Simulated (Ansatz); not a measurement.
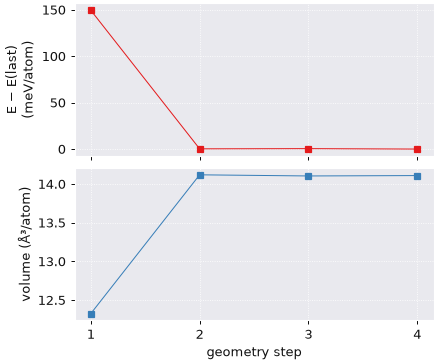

History of a geometry optimisation. Atoms and cell relax. A closing SCF on a freshly chosen basis isn't drawn.

```
crystal:
  lattice:
    - [3.266833, 0.0, 0.0]
    - [-1.633417, 2.829161, 0.0]
    - [0.0, 0.0, 8.002075]
  atoms:
    - { symbol: Hf, position: [0.0, 0.0, 0.0] }
    - { symbol: B, position: [0.66666667, 0.33333333, 0.16666667] }
    - { symbol: Hf, position: [0.33333333, 0.66666667, 0.33333333] }
    - { symbol: B, position: [0.0, 0.0, 0.5] }
    - { symbol: Hf, position: [0.66666667, 0.33333333, 0.66666667] }
    - { symbol: B, position: [0.33333333, 0.66666667, 0.83333333] }
basis:
  ecutwfc: 420
kpoints:
  mp_grid: { grid: [6, 6, 4] }
hamiltonian:
  xc: pbe
scf:
  occupations: { method: gaussian, width: 0.1 }
output:
  forces: true
  stress: true
  eigenvalues: true
relax:
  adjacent_minimum: "off"
  f_tol: 0.05
  max_steps: 80
  cell: { stress_tol: 0.5 }
```

Launched with:
```bash
ansatz run input.yaml --threads 1 --pin off --max-ram 2560MiB --backend cpu --events-out ev --progress --plain --runs-dir out
```

How did the optimisation end?

The optimisation met its thresholds at geometry 4, counting the start as the first. The energy fell by about 150 meV/atom from the first step to the last. Step 3 went uphill and was rejected by the line search. All forces vanish by symmetry, so only the cell moves.

Was the starting cell too large or too small?

The volume grows from 12.3 to 14.1 Å³ per atom (+14 %). The start was compressed.
